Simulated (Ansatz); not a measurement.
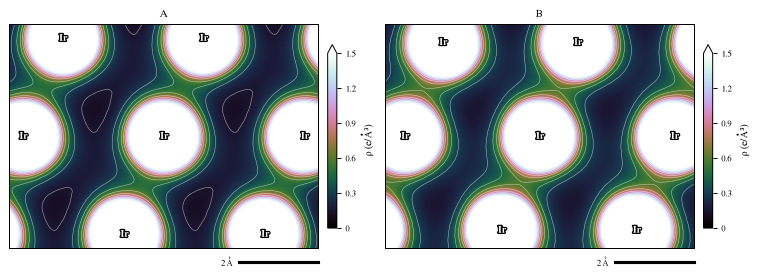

Ir. The valence pseudo-density of two cells that differ in size, on the (001) plane of each (indices in the axes of the calculation cell), at one length scale and on one colour scale: A has 15.5 Å³ an atom and B 13.6.

Computed with DFT, r2SCAN, plane waves (500 eV) with PAW, scalar-relativistic (Ansatz 0.2.0).

The density is the valence pseudo-density of a PAW calculation; it isn't the true density close to the nuclei.

**What changes from the larger cell to the smaller?**

From the larger cell to the smaller, Ir–Ir goes from 2.66 to 2.55 Å, and the density at its midpoint from 0.49 to 0.59 e/Å³; the pressure goes from 0.0 to 55 GPa.
